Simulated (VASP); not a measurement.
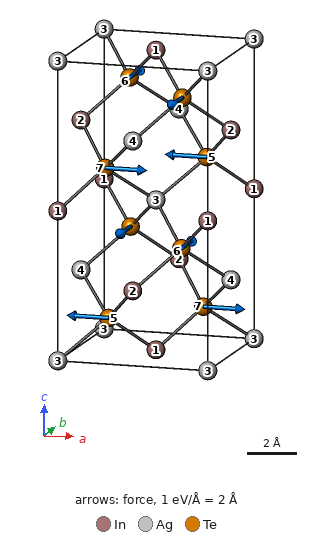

Starting geometry of a crystal of InAgTe$_{2}$ (set up in I-42d) with the computed forces as blue arrows. Style: ball-and-stick. Shown: the conventional cell (2 times the calculation's cell), slightly off an axis. Lengths and directions refer to the drawn axes.

The run lets cell and atoms move.

The calculation used Kohn-Sham DFT of a periodic cell, PBE, VASP PAW PBE potentials, recommended (VASP 6.6.1).

The input:
```
SYSTEM = InAgTe2
PREC = Accurate ; ENCUT = 600
EDIFF = 1E-6 ; ISMEAR = 0
SIGMA = 0.03 ; LREAL = .False.
LASPH = .True. ; NELM = 80
ALGO = Normal ; ISIF = 3
LWAVE = .False. ; LCHARG = .False.
GGA = PE ; IBRION = 2
NSW = 90 ; EDIFFG = -0.01
KPAR = 2
```

Command:
```bash
cat potpaw_PBE.64/In_d/POTCAR potpaw_PBE.64/Ag/POTCAR potpaw_PBE.64/Te/POTCAR > POTCAR
mpirun -np 2 vasp_std > vasp.out
```

> What follows when this structure is relaxed?

It isn't relaxed: the largest force vector, on Te atoms, is 0.91 eV/Å. The atoms end up moving mostly along the starting forces (cosine between the two patterns 1.00). The largest moves relative to the cell, 0.12 Å, are those of Te atoms. Ag and In stay in place. The drawn cell changes as follows: a = b 6.467 → 6.564 Å (+1.5 %), c 12.633 → 12.998 Å (+2.9 %); the volume changes by +6.0 %. Near-neighbour distances that change, for instance: In–Te 2.735 → 2.856 Å, Ag–Te 2.824 → 2.810 Å. Among the angles between lasting bonds that change: Ag–Te–Ag 106.3° → 110.5°, In–Te–In 111.4° → 107.9°, Te–Ag–Te 112.0° → 109.4°. The space group stays I-42d (No. 122). The energy falls by 42.9 meV per atom in 9 geometry steps. The largest force component goes from 0.91 to 0.0074 eV/Å. The pressure goes from 3.24 to 0.02 GPa.
